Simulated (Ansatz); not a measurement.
# Geometry relaxation, with input and output: Ti$_{12}$HO$_{24}$ (part 1 of 5)

- system: Ti$_{12}$HO$_{24}$ (slab, 37 atoms in the cell)
- method: DFT PBE+D3(BJ), scalar-relativistic, plane waves, PAW, spin-polarised (Ansatz 0.2.0)

The structure derives from an entry of the Crystallography Open Database. The input holds or restrains some coordinates. Forces given for the steps count only the free coordinates. Figures and captions count atoms from 1; the log counts them from 0 in places.

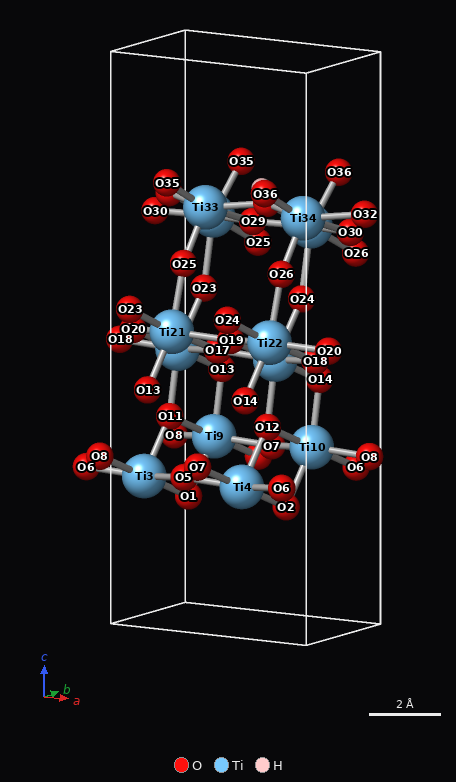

The starting structure (ball-and-stick view of the cell of the calculation, with the vacuum cut short, seen slightly off an axis; bonded neighbours outside the cell are drawn too; atoms are numbered from 1 in the order of the input). An atom can appear more than once, as a periodic image.

## Input file
```yaml
crystal:
  lattice:
    - [7.5747340274, 0.0, 0.0]
    - [-1.8936835069, 5.146741462, 0.0]
    - [0.0, 0.0, 28.3895227944]
  atoms:
    - { symbol: O, position: [0.1576537217, 0.6306148869, 0.2994062303] }
    - { symbol: O, position: [0.6576537217, 0.6306148869, 0.2994062303] }
    - { symbol: Ti, position: [0.0676893108, 0.2707572432, 0.3252209285] }
    - { symbol: Ti, position: [0.5676893108, 0.2707572432, 0.3252209285] }
    - { symbol: O, position: [0.2995760494, 0.1983041977, 0.3304184101] }
    - { symbol: O, position: [0.7995760494, 0.1983041977, 0.3304184101] }
    - { symbol: O, position: [0.4777248999, 0.9108995995, 0.3510356266] }
    - { symbol: O, position: [0.9777248999, 0.9108995995, 0.3510356266] }
    - { symbol: Ti, position: [0.2096116385, 0.838446554, 0.3562331083] }
    - { symbol: Ti, position: [0.7096116385, 0.838446554, 0.3562331083] }
    - { symbol: O, position: [0.1196472276, 0.4785889103, 0.3820478065] }
    - { symbol: O, position: [0.6196472276, 0.4785889103, 0.3820478065] }
    - { symbol: O, position: [0.2253430325, 0.9013721301, 0.4234549496] }
    - { symbol: O, position: [0.7253430325, 0.9013721301, 0.4234549496] }
    - { symbol: Ti, position: [0.1353786216, 0.5415144864, 0.4492696477] }
    - { symbol: Ti, position: [0.6353786216, 0.5415144864, 0.4492696477] }
    - { symbol: O, position: [0.3672653602, 0.4690614409, 0.4544671293] }
    - { symbol: O, position: [0.8672653602, 0.4690614409, 0.4544671293] }
    - { symbol: O, position: [0.5452995466, 0.1811982635, 0.4745387213] }
    - { symbol: O, position: [0.0452995466, 0.1811982635, 0.4745387213] }
    - { symbol: Ti, position: [0.274782639, 0.0991307327, 0.4789915981] }
    - { symbol: Ti, position: [0.774782639, 0.0991307327, 0.4789915981] }
    - { symbol: O, position: [0.1892029872, 0.7568137693, 0.5070125769] }
    - { symbol: O, position: [0.6892029872, 0.7568137693, 0.5070125769] }
    - { symbol: O, position: [0.2985431333, 0.1941713121, 0.5462770442] }
    - { symbol: O, position: [0.7985431333, 0.1941713121, 0.5462770442] }
    - { symbol: Ti, position: [0.2071024934, 0.8284135288, 0.5791193246] }
    - { symbol: Ti, position: [0.7071024934, 0.8284135288, 0.5791193246] }
    - { symbol: O, position: [0.4387726007, 0.7550934734, 0.5797015723] }
    - { symbol: O, position: [0.9387726007, 0.7550934734, 0.5797015723] }
    - { symbol: O, position: [0.6184374491, 0.4737528633, 0.6078378406] }
    - { symbol: O, position: [0.1184374491, 0.4737528633, 0.6078378406] }
    - { symbol: Ti, position: [0.3428306049, 0.3713246549, 0.6001053025] }
    - { symbol: Ti, position: [0.8428306049, 0.3713246549, 0.6001053025] }
    - { symbol: O, position: [0.2645213336, 0.0580901062, 0.6299384028] }
    - { symbol: O, position: [0.7645213336, 0.0580901062, 0.6299384028] }
    - { symbol: H, position: [0.4572910907, 0.8291682891, 0.6116217864], spin: 1.0 }
basis:
  ecutwfc: 420
kpoints:
  mp_grid: { grid: [4, 5, 1] }
hamiltonian:
  xc: pbe
  dispersion: d3bj
scf:
  occupations: { method: gaussian, width: 0.05 }
output:
  forces: true
  eigenvalues: true
  populations: true
  write_density: true
  write_potential: true
  elf: true
  volumetric_format: npy
magnetization:
  spin_polarized: true
relax:
  adjacent_minimum: "off"
  f_tol: 0.03
  max_steps: 70
  constraints:
    - { sites: [0, 1, 2, 3, 4, 5, 6, 7, 8, 9, 10, 11, 12, 13, 14, 15, 16, 17] }
efield:
  axis: 3
  dipole_correction: true
```

Machine: 8 threads of Arm Neoverse N1, 98 GiB of memory available, shared host.

Launched with:
```bash
ansatz run input.yaml --threads 8 --pin off --max-ram 22528MiB --backend cpu --events-out ev --progress --plain --runs-dir out
```

## Log
```
Engine: ansatz 0.2.0, aarch64-unknown-linux-gnu
Pseudopotentials: kind: paw
Pseudopotential: O, paw, valence charge 6, recommended cutoff 420 eV (normal), O.paw.azcp
Pseudopotential: Ti, paw, valence charge 12, recommended cutoff 420 eV (normal), Ti.paw.azcp
Pseudopotential: H, paw, valence charge 1, recommended cutoff 420 eV (normal), H.paw.azcp
Functional definition: PBE
  parameter kappa = 0.804
  parameter beta = 0.06672455060314922
  exchange = pbe_x(kappa = kappa, mu = beta*pi^2/3)
  correlation = pbe_c(beta = beta)
Crystal: 37 atoms, lattice volume = 1106.771 Å³
Basis set: ecut = 420 eV, 21607 PW (Γ), exchange–correlation on 108×80×384 points (8 copies of the dense FFT grid, shifted against one another)
Bands: 182, of which v1, the nominal top of the filled ones, is band 145 counted from 1 (144 counted from 0)
Symmetry: 1 space group operations
k-points: 11 of 20 (time reversal used)
Non-local potential: O, projectors of the file, l = 0: 2, l = 1: 2, l = 2: 1
Non-local potential: Ti, projectors of the file, l = 0: 3, l = 1: 2, l = 2: 3, l = 3: 1
Non-local potential: H, projectors of the file, l = 0: 2, l = 1: 1
PAW form: soft (Blöchl's): semilocal exchange-correlation on the pseudo side does not see the compensation charge
PAW one-centre angular grid: O, 110 points (default); XC on 64 Gauss nodes
PAW one-centre angular grid: Ti, 590 points (default); XC on 64 Gauss nodes
PAW one-centre angular grid: H, 110 points (default); XC on 64 Gauss nodes
Initial density: superposition of atomic densities (neutral atoms: chi_scale 0, normalization atom)
Starting moments: Σ|m| = 1 μB on 1 of 37 sites
Initial wavefunctions: pseudopotential atomic-orbital guess
Functional: x = pbe(κ = 0.804, μ = 0.2195149727645171), c = pbe(β = 0.06672455060314922)
SCF iter   1: F=—  HF=-43738.700781 eV  |F-HF|=—  |Δ(HF+E_count)|=         —  Δρ=7.01e-2 (↑6.98e-2 ↓7.01e-2)  dr2=2.33e2  dr2_m=3.63e-1  M=0.055 μB ∫|m|=0.229 μB  β_m=0.30  ethr=3.10e-3  p=0.000 e·Å  D=8.07e-7 V/Å  ΔV_dip=-0.00 eV  dr2_dipole=5.22e-1  V_vac-E_F(+/−)=5.83/5.83 eV  ⟨swp⟩=6.5  Hψ=15997  notcnv=0
efield: sawtooth ramp at fractional position 0.9147 (placed from the atoms, in the widest stretch of the axis that holds none; the zero of the levels goes with the place), width 0.1000; the density the first Hamiltonian is built on has a dipole p = 0.000 e·Å; the dipole correction subtracts the counter field D = 8.07e-7 V/Å, which shifts the + side's vacuum level by -0.00 eV against the − side's; the planar-averaged density in the ramp window peaks in size at 4.1e-6 e/Å³
preconditioner: auto → LDOS  [metal: Δε(μ)=0.023 eV  Ē_g=12.810 eV  σ=0.050 eV  W_gap=0.25  n_scr=190 (ndim 8)  ℏωp=15.4 eV  f_vac=0.582  D(μ)=6.45/eV (n_scr^D=18)]
spin=Collinear: LDOS preconditioning applied to the charge; magnetization (m = ρ↑ − ρ↓) channel mixes plain (no charge-response kernel on spin).
SCF iter   2: F=—  HF=-43683.100381 eV  |F-HF|=—  |Δ(HF+E_count)|=    5.56e1  Δρ=1.81e-2 (↑1.77e-2 ↓1.81e-2)  dr2=1.30e1  dr2_m=1.86e-1  M=0.050 μB ∫|m|=0.202 μB  β_m=0.30  ethr=3.10e-3  p=0.096 e·Å  D=1.57e-2 V/Å  ΔV_dip=-0.45 eV  dr2_dipole=8.83e-1  V_vac-E_F(+/−)=5.68/6.12 eV  ⟨swp⟩=4.0  Hψ=9984  notcnv=0  defer=618  κ⁻¹=1.0e0(r=1)
SCF iter   3: F=—  HF=-43681.788885 eV  |F-HF|=—  |Δ(HF+E_count)|=    1.31e0  Δρ=1.21e-2 (↑1.17e-2 ↓1.21e-2)  dr2=4.49e0  dr2_m=9.88e-2  M=0.086 μB ∫|m|=0.211 μB  β_m=0.30  ethr=3.10e-3  p=0.115 e·Å  D=1.89e-2 V/Å  ΔV_dip=-0.54 eV  dr2_dipole=4.93e-1  V_vac-E_F(+/−)=4.89/5.43 eV  ⟨swp⟩=2.0  Hψ=6680  notcnv=0  defer=620  κ⁻¹=2.2e-2(r=2)
SCF iter   4: F=—  HF=-43681.584297 eV  |F-HF|=—  |Δ(HF+E_count)|=   2.05e-1  Δρ=7.19e-3 (↑6.77e-3 ↓7.19e-3)  dr2=1.62e0  dr2_m=5.42e-2  M=0.123 μB ∫|m|=0.231 μB  β_m=0.30  ethr=1.55e-3  p=0.148 e·Å  D=2.42e-2 V/Å  ΔV_dip=-0.69 eV  dr2_dipole=1.37e-1  V_vac-E_F(+/−)=4.46/5.14 eV  ⟨swp⟩=3.5  Hψ=5887  notcnv=0  defer=625  κ⁻¹=8.5e-3(r=3)
SCF iter   5: F=—  HF=-43681.623006 eV  |F-HF|=—  |Δ(HF+E_count)|=   3.87e-2  Δρ=2.78e-3 (↑2.36e-3 ↓2.78e-3)  dr2=2.14e-1  dr2_m=3.09e-2  M=0.166 μB ∫|m|=0.247 μB  β_m=0.30  ethr=5.61e-4  p=0.135 e·Å  D=2.20e-2 V/Å  ΔV_dip=-0.63 eV  dr2_dipole=3.55e-2  V_vac-E_F(+/−)=4.02/4.64 eV  ⟨swp⟩=6.1  Hψ=6637  notcnv=0  defer=633  κ⁻¹=1.1e-3(r=4)
SCF iter   6: F=—  HF=-43681.670255 eV  |F-HF|=—  |Δ(HF+E_count)|=   4.72e-2  Δρ=1.77e-3 (↑1.64e-3 ↓1.77e-3)  dr2=6.58e-2  dr2_m=1.94e-2  M=0.218 μB ∫|m|=0.285 μB  β_m=1.20  ethr=7.41e-5  p=0.146 e·Å  D=2.39e-2 V/Å  ΔV_dip=-0.68 eV  dr2_dipole=7.19e-3  V_vac-E_F(+/−)=3.96/4.64 eV  ⟨swp⟩=2.9  Hψ=6360  notcnv=0  defer=630
Mixer restart at iter 6: flushing history
spin-set hold released at iteration 6 (site moments contracting): the magnetisation degrees of freedom join the quasi-Newton model from the next iteration; the mixer history was flushed
SCF iter   7: F=—  HF=-43681.700962 eV  |F-HF|=—  |Δ(HF+E_count)|=   3.07e-2  Δρ=9.84e-4 (↑8.31e-4 ↓9.84e-4)  dr2=2.63e-2  dr2_m=4.57e-3  M=0.370 μB ∫|m|=0.417 μB  β_m=0.35  ethr=2.28e-5  p=0.140 e·Å  D=2.28e-2 V/Å  ΔV_dip=-0.65 eV  dr2_dipole=5.44e-3  V_vac-E_F(+/−)=4.00/4.64 eV  ⟨swp⟩=4.3  Hψ=6700  notcnv=0  defer=638
density mixer auto → msr1: a metal under ldos (density of states about μ 0.72 of a free-electron gas's, 190 screened modes)
SCF iter   8: F=—  HF=-43681.709281 eV  |F-HF|=—  |Δ(HF+E_count)|=   8.32e-3  Δρ=9.43e-4 (↑8.61e-4 ↓9.43e-4)  dr2=1.32e-2  dr2_m=6.00e-3  M=0.448 μB ∫|m|=0.515 μB  β_m=0.49  ethr=9.11e-6  p=0.148 e·Å  D=2.42e-2 V/Å  ΔV_dip=-0.69 eV  dr2_dipole=3.50e-4  V_vac-E_F(+/−)=4.02/4.70 eV  ⟨swp⟩=2.9  Hψ=5602  notcnv=0  defer=639
SCF iter   9: F=—  HF=-43681.721839 eV  |F-HF|=—  |Δ(HF+E_count)|=   1.26e-2  Δρ=9.14e-4 (↑9.14e-4 ↓8.84e-4)  dr2=2.25e-2  dr2_m=4.67e-3  M=0.515 μB ∫|m|=0.643 μB  β_m=0.53  ethr=4.56e-6  p=0.135 e·Å  D=2.21e-2 V/Å  ΔV_dip=-0.63 eV  dr2_dipole=1.25e-3  V_vac-E_F(+/−)=4.02/4.65 eV  ⟨swp⟩=2.9  Hψ=6844  notcnv=0  defer=643
SCF iter  10: F=—  HF=-43681.728350 eV  |F-HF|=—  |Δ(HF+E_count)|=   6.51e-3  Δρ=6.18e-4 (↑6.18e-4 ↓5.38e-4)  dr2=1.24e-2  dr2_m=1.16e-3  M=0.538 μB ∫|m|=0.742 μB  β_m=0.47  ethr=4.56e-6  p=0.145 e·Å  D=2.38e-2 V/Å  ΔV_dip=-0.67 eV  dr2_dipole=4.81e-4  V_vac-E_F(+/−)=4.01/4.68 eV  ⟨swp⟩=2.3  Hψ=6954  notcnv=0  defer=649
SCF iter  11: F=—  HF=-43681.727930 eV  |F-HF|=—  |Δ(HF+E_count)|=   4.20e-4  Δρ=2.68e-4 (↑2.47e-4 ↓2.68e-4)  dr2=2.13e-3  dr2_m=3.45e-4  M=0.549 μB ∫|m|=0.794 μB  β_m=0.48  ethr=4.27e-6  p=0.147 e·Å  D=2.40e-2 V/Å  ΔV_dip=-0.68 eV  dr2_dipole=1.72e-4  V_vac-E_F(+/−)=4.00/4.68 eV  ⟨swp⟩=2.0  Hψ=5747  notcnv=0  defer=645
SCF iter  12: F=—  HF=-43681.727934 eV  |F-HF|=—  |Δ(HF+E_count)|=   4.62e-6  Δρ=1.58e-4 (↑1.58e-4 ↓1.26e-4)  dr2=6.59e-4  dr2_m=1.25e-4  M=0.554 μB ∫|m|=0.827 μB  β_m=0.62  ethr=7.38e-7  p=0.147 e·Å  D=2.40e-2 V/Å  ΔV_dip=-0.68 eV  dr2_dipole=8.48e-5  V_vac-E_F(+/−)=4.00/4.68 eV  ⟨swp⟩=2.1  Hψ=6369  notcnv=0  defer=645
SCF iter  13: F=—  HF=-43681.728157 eV  |F-HF|=—  |Δ(HF+E_count)|=   2.22e-4  Δρ=1.56e-4 (↑1.56e-4 ↓1.32e-4)  dr2=9.43e-4  dr2_m=3.81e-5  M=0.549 μB ∫|m|=0.833 μB  β_m=0.48  ethr=2.28e-7  p=0.147 e·Å  D=2.41e-2 V/Å  ΔV_dip=-0.68 eV  dr2_dipole=5.19e-5  V_vac-E_F(+/−)=4.00/4.68 eV  ⟨swp⟩=2.1  Hψ=5759  notcnv=0  defer=646
SCF iter  14: F=—  HF=-43681.728044 eV  |F-HF|=—  |Δ(HF+E_count)|=   1.13e-4  Δρ=4.78e-5 (↑4.51e-5 ↓4.78e-5)  dr2=3.98e-5  dr2_m=1.43e-5  M=0.545 μB ∫|m|=0.834 μB  β_m=0.47  ethr=2.28e-7  p=0.149 e·Å  D=2.43e-2 V/Å  ΔV_dip=-0.69 eV  dr2_dipole=2.29e-6  V_vac-E_F(+/−)=4.00/4.68 eV  ⟨swp⟩=2.0  Hψ=5526  notcnv=0  defer=646
SCF iter  15: F=—  HF=-43681.728064 eV  |F-HF|=—  |Δ(HF+E_count)|=   1.99e-5  Δρ=2.46e-5 (↑2.46e-5 ↓2.42e-5)  dr2=7.69e-6  dr2_m=4.38e-6  M=0.545 μB ∫|m|=0.843 μB  β_m=0.60  ethr=7.79e-9  p=0.149 e·Å  D=2.43e-2 V/Å  ΔV_dip=-0.69 eV  dr2_dipole=3.40e-8  V_vac-E_F(+/−)=4.00/4.69 eV  ⟨swp⟩=22.3  Hψ=45238  notcnv=0
SCF iter  16: F=—  HF=-43681.728080 eV  |F-HF|=—  |Δ(HF+E_count)|=   1.66e-5  Δρ=2.07e-5 (↑2.00e-5 ↓2.07e-5)  dr2=1.21e-5  dr2_m=1.78e-6  M=0.545 μB ∫|m|=0.848 μB  β_m=0.57  ethr=2.66e-9  p=0.149 e·Å  D=2.43e-2 V/Å  ΔV_dip=-0.69 eV  dr2_dipole=9.05e-11  V_vac-E_F(+/−)=4.00/4.69 eV  ⟨swp⟩=12.8  Hψ=34844  notcnv=0
SCF iter  17: F=—  HF=-43681.728083 eV  |F-HF|=—  |Δ(HF+E_count)|=   2.78e-6  Δρ=1.56e-5 (↑1.56e-5 ↓1.48e-5)  dr2=8.64e-6  dr2_m=7.25e-7  M=0.544 μB ∫|m|=0.848 μB  β_m=0.47  ethr=2.66e-9  p=0.149 e·Å  D=2.43e-2 V/Å  ΔV_dip=-0.69 eV  dr2_dipole=7.50e-8  V_vac-E_F(+/−)=4.00/4.69 eV  ⟨swp⟩=12.2  Hψ=34117  notcnv=0
SCF iter  18: F=—  HF=-43681.728083 eV  |F-HF|=—  |Δ(HF+E_count)|=   3.55e-7  Δρ=1.02e-5 (↑1.02e-5 ↓7.04e-6)  dr2=3.05e-6  dr2_m=3.26e-7  M=0.544 μB ∫|m|=0.849 μB  β_m=0.43  ethr=2.66e-9  p=0.149 e·Å  D=2.43e-2 V/Å  ΔV_dip=-0.69 eV  dr2_dipole=2.13e-7  V_vac-E_F(+/−)=4.00/4.69 eV  ⟨swp⟩=12.0  Hψ=31225  notcnv=0
SCF iter  19: F=—  HF=-43681.728083 eV  |F-HF|=—  |Δ(HF+E_count)|=   1.89e-7  Δρ=7.09e-6 (↑7.09e-6 ↓6.68e-6)  dr2=2.30e-6  dr2_m=1.46e-7  M=0.544 μB ∫|m|=0.850 μB  β_m=0.37  ethr=1.06e-9  p=0.149 e·Å  D=2.43e-2 V/Å  ΔV_dip=-0.69 eV  dr2_dipole=1.62e-8  V_vac-E_F(+/−)=4.00/4.69 eV  ⟨swp⟩=11.4  Hψ=26561  notcnv=0
SCF iter  20: F=-43681.728083 eV  HF=-43681.728082 eV  |F-HF|=2.67e-7  |Δ(HF+E_count)|=   9.13e-8  Δρ=3.78e-6 (↑3.78e-6 ↓3.57e-6)  dr2=7.28e-7  dr2_m=5.30e-8  M=0.544 μB ∫|m|=0.850 μB  ethr=7.96e-10  p=0.149 e·Å  D=2.43e-2 V/Å  ΔV_dip=-0.69 eV  dr2_dipole=6.46e-8  V_vac-E_F(+/−)=4.00/4.69 eV  ⟨swp⟩=10.2  Hψ=25430  notcnv=0
SCF 1 converged in 20 iterations: F = -43681.728083 eV  dr2 = 7.28e-7
  greatest PAW one-centre occupation: 0.999 electrons in one spin orbital (limit 2), on the Ti atom at site 21 (counted from 0), in its partial waves of l = 0
relax step   1: F+E_penalty+E_count = -43681.72808273 eV  Δ(F+E_penalty+E_count) = +0.000e0 eV  max|allowed force component| = 4.134e0 eV/Å  Δτ_max = 0.0000 Å  (20 SCF iters, dr2 threshold 2.25e-5 eV, accepted)
Initial density: handed on by an earlier stage of this run
Starting moments: Σ|m| = 1 μB on 1 of 37 sites; this step starts from the density that it was given
Initial wavefunctions: those handed on with the density
iter 1 solved again at ethr=1.32e-4 eV; its pass at ethr=3.10e-3 eV (dr2=3.81e-1 eV) is discarded
```
